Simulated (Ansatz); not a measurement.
SnO

Input

```
crystal:
  lattice:
    - [0.0, 2.8292719262, 2.7082147278]
    - [2.8292719262, 0.0, 2.7082147278]
    - [2.8292719262, 2.8292719262, 0.0]
  atoms:
    - { symbol: Sn, position: [0.0, 0.0, 0.0] }
    - { symbol: O, position: [0.25, 0.25, 0.25] }
kpoints:
  mp_grid: { grid: [8, 8, 8] }
  band_path:
    path:
      - [0.0, 0.0, 0.0]
      - [-0.5, -0.5, 0.0]
      - [-0.375, -0.375, 0.25]
      - [-0.375, 0.0, 0.375]
      - [0.0, 0.0, 0.5]
      - [-0.5, -0.25, 0.25]
      - [-0.5, -0.4, 0.1]
    npoints: 1
hamiltonian:
  xc: r2scan
scf:
  occupations: { method: fermi_dirac, width: 0.02 }
  n_extra_bands: 4
output:
  forces: true
  stress: true
  eigenvalues: true
  write_density: true
  write_potential: true
  elf: true
  volumetric_format: npy
```

Run with:

```sh
ansatz run input.yaml --threads 4 --pin off --max-ram 3686MiB --backend cpu --events-out ev --progress --plain --runs-dir out
```

Below, planes, directions and counts refer to the conventional cell (a = 4.00 Å, b = 4.00 Å, c = 5.42 Å, α = 90.00°, β = 90.00°, γ = 90.00°).

Space group I-4m2; started from the zincblende prototype, which need not be the ambient phase; changed on purpose from its base cell (biaxial xy strain +4.5%); computed pressure about −5 GPa in this cell.

Theory: Ansatz 0.2.0, DFT, r2SCAN, plane waves, PAW.

In a PAW calculation such maps are meaningful between the atoms, not at the nuclei.

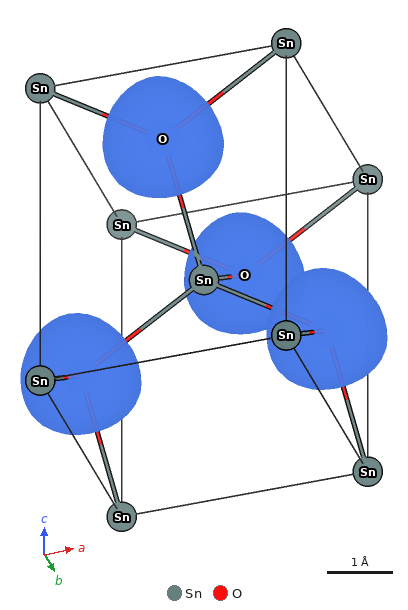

Figure 1. Isosurface of the electron localisation function at 0.6 (blue), seen at an oblique angle. Only the valence region is drawn (cores and ρ < 0.01 e/Å³ removed). Sticks mark near contacts.

### Identify the bonds, lone pairs and shells in this picture.

The surface consists of two regions wrapped around O (the valence shell of each), counted in one cell of 4 atoms. Regions shared between cells count once. Along the contacts the grid gives the following. Sn–O (2.42 Å): the ELF is about 0.20 at the midpoint; no localised pair shows between them.

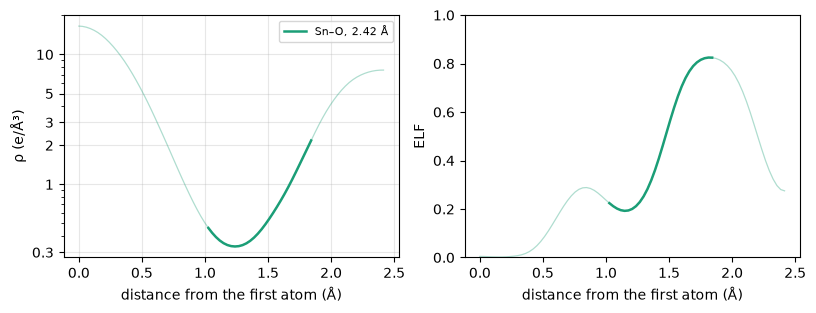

Figure 2. Valence electron density and ELF along straight lines between neighbouring atoms. Thin, pale parts lie inside the atomic spheres.

### What can be read from the curves?

Sn–O (2.42 Å): ρ is about 0.33 e/Å³ halfway; the ELF is about 0.20 at the midpoint: no localised pair shows between them.
